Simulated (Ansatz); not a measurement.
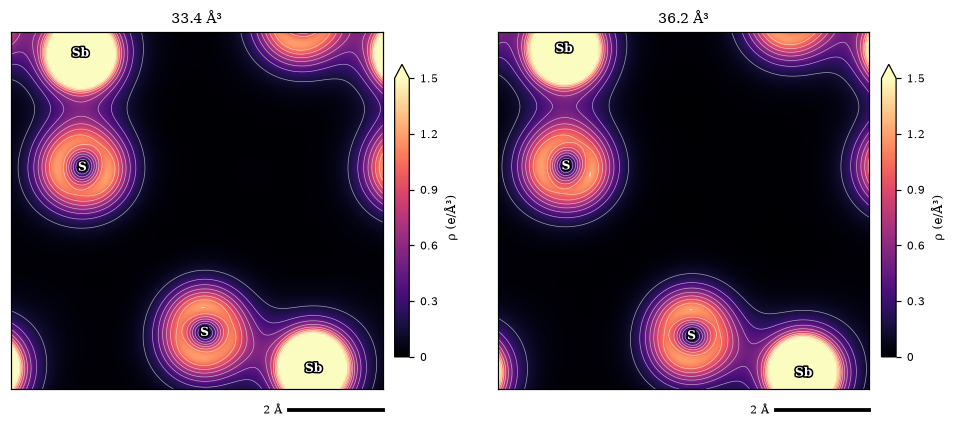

SbS$_{2}$. The valence pseudo-density of cells scaled evenly to different volumes (given per atom above each panel), on the (001) plane of each (indices in the axes of the cell below), at one length scale and on one colour scale.

A structure from a database of computed crystals, not necessarily the ambient phase.

Computed with Kohn-Sham DFT of a periodic cell, PBE, Ansatz PAW in Ansatz 0.2.0.

Core electrons are frozen (PAW), and the valence fields are smoothed inside the atomic spheres.

The largest cell:

```
Sb S
1.0
    -3.05079    3.05079    5.83599
     3.05079   -3.05079    5.83599
     3.05079    3.05079   -5.83599
Sb S
2 4
Direct
  0.00000 0.00000 0.00000
  0.75000 0.25000 0.50000
  0.64903 0.12500 0.02403
  0.37500 0.35097 0.47597
  0.10097 0.62500 0.97597
  0.87500 0.89903 0.52403
```

| volume (Å³/atom) | Sb–S contact in the plane (Å) | ρ at its midpoint (e/Å³) | pressure (GPa) | 
| --- | --- | --- | --- |
| 33.37 | 2.453 | 0.556 | 2.9 | 
| 34.08 | 2.471 | ? | ? | 
| 36.21 | 2.521 | 0.500 | −0.7 | 

**Estimate the missing row, and compare with the calculation.**

Over the known rows ln ρ falls by 1.56 per Å of Sb–S distance (the line through the two), which gives 0.541 e/Å³ at 2.471 Å; the calculation gives 0.542 e/Å³. For the pressure, a straight line in volume between the neighbouring rows gives 2.0 GPa; the calculation gives 1.9.
